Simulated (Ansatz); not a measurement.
A series of calculations on HPd₂₇

## 1. Relaxation

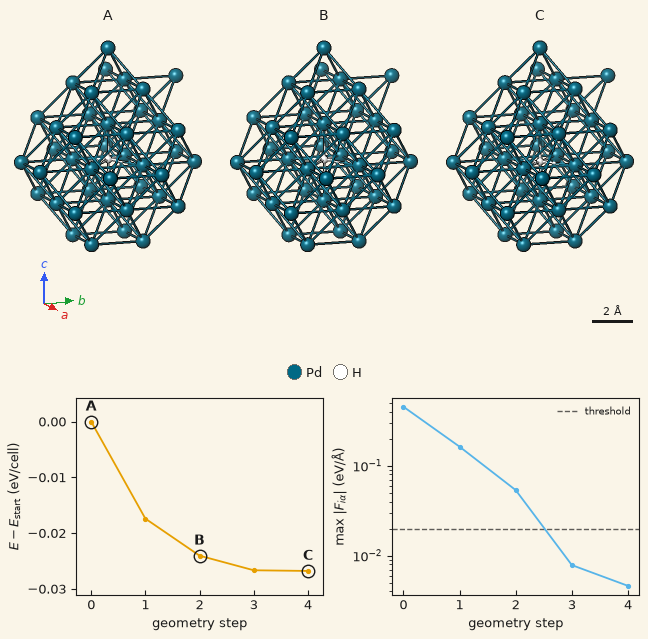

Frames of a relaxation of a defect cell of composition HPd$_{27}$, marked on the history of the run. Style: ball-and-stick. Shown: the atoms within 5.8 Å of the atom that moves most (axes of the conventional cell (2 times the calculation's cell)), slightly off an axis. Lengths and directions refer to the drawn axes.

Case: H interstitial, charge +0, atoms relaxed.

All numbers below come from DFT PBE, scalar-relativistic, plane waves, PAW (Ansatz 0.2.0). (plane-wave cutoff 420 eV; k-point mesh 3 × 3 × 3; occupations gaussian; smearing width 0.1 eV; no spin polarisation; atoms relaxed in a fixed cell; force threshold 0.02 eV/Å; at most 60 steps)

Question: What happens along the run?

Answer: The atom that moves furthest is the H atom (0.12 Å along [1 −1 −3]). By element the largest moves are H 0.12 Å, Pd 0.02 Å. The lattice vectors keep their values. Near-neighbour distances that change, for instance: H–Pd 1.836 → 1.978 Å, H–Pd 2.107 → 2.001 Å, H–Pd 1.939 → 1.986 Å, Pd–Pd 2.788 → 2.814 Å. Bond angles that change, for instance: Pd–H–Pd 172.1° → 179.3°, Pd–H–Pd 95.2° → 90.5°, Pd–H–Pd 85.1° → 89.5°. The energy falls by 26.8 meV per cell of the calculation in 4 geometry steps. The largest force component goes from 0.45 to 0.0046 eV/Å. The run took 2.6 min on 8 threads of Intel(R) Xeon(R) Processor @ 2.70GHz (shared host), peak memory 4.7 GiB. From step 0 to 2: a Pd atom moves most (0.02 Å), energy −24.0 meV per cell of the calculation. From step 2 to 4: the H atom moves most (0.11 Å), energy −2.7 meV per cell of the calculation.

```
step  E − E(0), meV/atom  largest force component, eV/Å
   0                0.00                         0.4541
   1               -0.62                         0.1631
   2               -0.86                         0.0536
   3               -0.95                         0.0078
   4               -0.96                         0.0046
```

Limits of the set-up: the periodic images lie only 8.4 Å apart, so the values are limited by the cell's size.

## 2. Relaxation

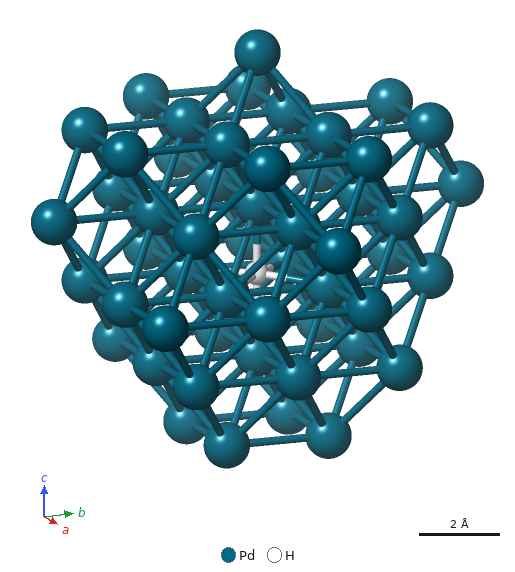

Starting structure of a defect cell of composition HPd$_{27}$. The picture is a ball-and-stick view of the atoms within 5.8 Å of the atom that moves most (axes of the conventional cell (2 times the calculation's cell)), seen slightly off an axis. Lengths and directions refer to the drawn axes.

Case: H interstitial, charge +0, atoms relaxed.

Theory: Ansatz, DFT PBEsol, scalar-relativistic, plane waves, PAW.

Input file:
```yaml
crystal:
  lattice:
    - [-5.8125692773, -5.8125692773, 0.0]
    - [-5.8125692773, 0.0, -5.8125692773]
    - [0.0, -5.8125692773, -5.8125692773]
  atoms:
    - { symbol: Pd, position: [0.6666666667, 0.6666666667, 0.6666666667] }
    - { symbol: Pd, position: [0.3333333333, 0.6666666667, 0.6666666667] }
    - { symbol: Pd, position: [0.0, 0.6666666667, 0.6666666667] }
    - { symbol: Pd, position: [0.6666666667, 0.3333333333, 0.6666666667] }
    - { symbol: Pd, position: [0.3333333333, 0.3333333333, 0.6666666667] }
    - { symbol: Pd, position: [0.0, 0.3333333333, 0.6666666667] }
    - { symbol: Pd, position: [0.6666666667, 0.0, 0.6666666667] }
    - { symbol: Pd, position: [0.3333333333, 0.0, 0.6666666667] }
    - { symbol: Pd, position: [0.0, 0.0, 0.6666666667] }
    - { symbol: Pd, position: [0.6666666667, 0.6666666667, 0.3333333333] }
    - { symbol: Pd, position: [0.3333333333, 0.6666666667, 0.3333333333] }
    - { symbol: Pd, position: [0.0, 0.6666666667, 0.3333333333] }
    - { symbol: Pd, position: [0.6666666667, 0.3333333333, 0.3333333333] }
    - { symbol: Pd, position: [0.3333333333, 0.3333333333, 0.3333333333] }
    - { symbol: Pd, position: [0.0, 0.3333333333, 0.3333333333] }
    - { symbol: Pd, position: [0.6666666667, 0.0, 0.3333333333] }
    - { symbol: Pd, position: [0.3333333333, 0.0, 0.3333333333] }
    - { symbol: Pd, position: [0.0, 0.0, 0.3333333333] }
    - { symbol: Pd, position: [0.6666666667, 0.6666666667, 0.0] }
    - { symbol: Pd, position: [0.3333333333, 0.6666666667, 0.0] }
    - { symbol: Pd, position: [0.0, 0.6666666667, 0.0] }
    - { symbol: Pd, position: [0.6666666667, 0.3333333333, 0.0] }
    - { symbol: Pd, position: [0.3333333333, 0.3333333333, 0.0] }
    - { symbol: Pd, position: [0.0, 0.3333333333, 0.0] }
    - { symbol: Pd, position: [0.6666666667, 0.0, 0.0] }
    - { symbol: Pd, position: [0.3333333333, 0.0, 0.0] }
    - { symbol: Pd, position: [0.0, 0.0, 0.0] }
    - { symbol: H, position: [0.8251320157, 0.8182674777, 0.847947476] }
basis:
  ecutwfc: 420
  xc_grid: 2
kpoints:
  mp_grid: { grid: [4, 4, 4], shift: [0.0, 0.0, 0.0] }
hamiltonian:
  xc: pbesol
scf:
  occupations: { method: gaussian, width: 0.1 }
output:
  forces: true
  stress: false
  eigenvalues: true
  write_density: true
  write_potential: true
  elf: true
  volumetric_format: npy
relax:
  adjacent_minimum: "off"
  f_tol: 0.02
  max_steps: 60
```

Launched with:
```bash
ansatz run input.yaml --threads 8 --pin off --max-ram 20480MiB --backend cpu --events-out ev --progress --plain --runs-dir out
```

### Where does the relaxation end?

H28 moves most: 0.12 Å along [−1 1 −3]. By element the largest moves are H 0.12 Å, Pd 0.03 Å. The cell stays as it was. Among the contacts that change: Pd19–H28 1.803 → 1.948 Å, Pd9–H28 2.073 → 1.973 Å, Pd21–H28 1.905 → 1.958 Å, Pd19–Pd21 2.740 → 2.773 Å. Bond angles that change, for instance: Pd3–H28–Pd25 171.7° → 179.2°, Pd19–H28–Pd21 95.3° → 90.5°, Pd7–H28–Pd9 85.1° → 89.5°. After 3 accepted moves (4 points after the start) the energy has fallen by 45.4 meV per cell of the calculation. Largest force component: 0.66 eV/Å at the start, 0.0093 eV/Å at the end. 1 step only repeated the SCF at the same geometry. Cost: 5.7 min on 8 threads of Intel(R) Xeon(R) Processor @ 2.70GHz, with other jobs on the host, peak memory 5.7 GiB.

After the run, drawn alike:

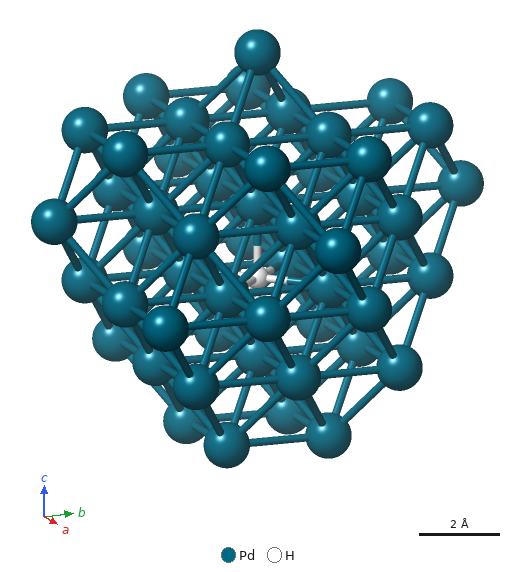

Limits of the set-up: the periodic images lie only 8.2 Å apart, so the values are limited by the cell's size.

## 3. Path

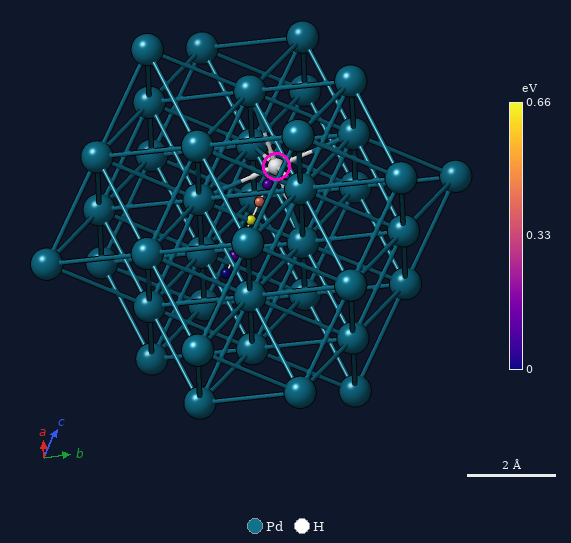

A nudged-elastic-band calculation for a defect cell of composition HPd$_{27}$ (28 atoms in the cell). Images are numbered from 0 (start) to 6 (end). The start is drawn whole; smaller spheres mark the moving atoms (H) in the later images, joined by lines and coloured by the energy of the image relative to the start. The picture is a ball-and-stick view of the atoms within 5.0 Å of the middle of the path, seen from a free direction. The moving atom is ringed, with any periodic copies. Bonds to atoms that aren't drawn are left out.

Level of theory: DFT PBEsol, scalar-relativistic, plane waves, PAW in Ansatz. Run with plane-wave cutoff 420 eV; k-point mesh 4 × 4 × 4; Gaussian smearing 0.1 eV; 5 movable images; climbing image.

Q: Describe the path and its energy.

A: The H atom travels furthest, 2.73 Å from end to end, along −c, on a straight line. At the highest image its nearest neighbour (Pd) is 1.56 Å away, against 1.95 Å at the start, and the surrounding atoms stand up to 0.17 Å off the mean of their end positions. The barrier is about 0.66 eV in both directions, with image 3 at the top; the ends have the same energy. The band is converged.

Limits of the set-up: the periodic images lie only 8.2 Å apart, so the values are limited by the cell's size.
